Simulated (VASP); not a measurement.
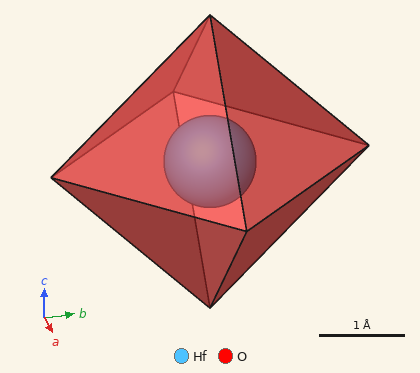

Voronoi–Dirichlet polyhedron, computed geometrically; every face belongs to one neighbour and no atomic radii are used. Central atom: Hf (4a) in HfO2; faces take the colour of the neighbour behind them. Source: an entry of the Crystallography Open Database, as set up for an electronic-structure calculation.

HfO2, space group Fm-3m (No. 225), a = 5.115 Å, b = 5.115 Å, c = 5.115 Å, α = 90.00°, β = 90.00°, γ = 90.00°

```
site  Wyckoff       x       y       z
  Hf       4a  0.0000  0.0000  0.0000
   O       8c  0.2500  0.2500  0.7500
```

Question: Give the Voronoi index ⟨n3,n4,n5,n6,…⟩ (numbers of faces with 3, 4, 5, 6 … edges).

Answer: 8 faces, index ⟨8,0,0,0⟩: an octahedron.

Question: What is the volume of this Voronoi cell?

Answer: 9.4 Å³, against a mean of 11.2 Å³ per atom in this structure.

Question: Tabulate the neighbours by distance and solid angle.

Answer:
```tsv
neighbour	faces	distance (Å)	solid angle (% of sphere)
O	8	2.21	100.0
```
